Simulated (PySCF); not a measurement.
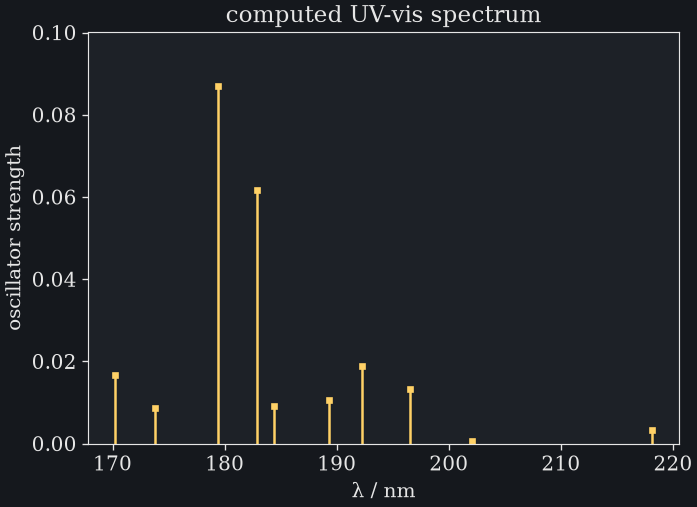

Vertical TDDFT excitations, PBE0/def2-TZVP in PySCF, at a PBE0-D3(BJ)/def2-SVP geometry (no frequency check), gas phase. Only the first 10 singlet excitations are included.

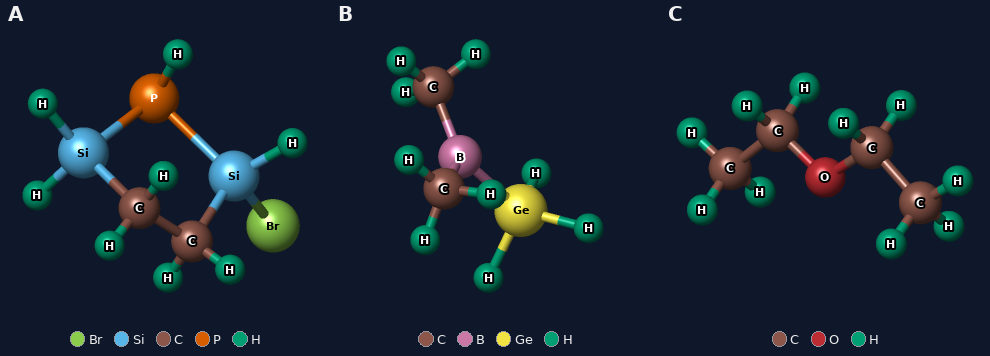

Whose absorption spectrum is this? Choose among the lettered structures.

Structure A, C₂H₈BrPSi₂, SMILES Br[Si@@H]1CC[SiH2]P1. Its lowest singlet lies at 5.68 eV (f = 0.003) and the brightest of those computed is S8 at 6.91 eV (179 nm), f = 0.087, mainly HOMO → LUMO+3 (75 %).

Known limits of this run: spin-orbit coupling is left out, and with Br it can shift these levels and split any degenerate set; one conformer of a flexible molecule; core orbitals are frozen in the response; def2-TZVP has no diffuse functions, so states with Rydberg character are missing or too high.
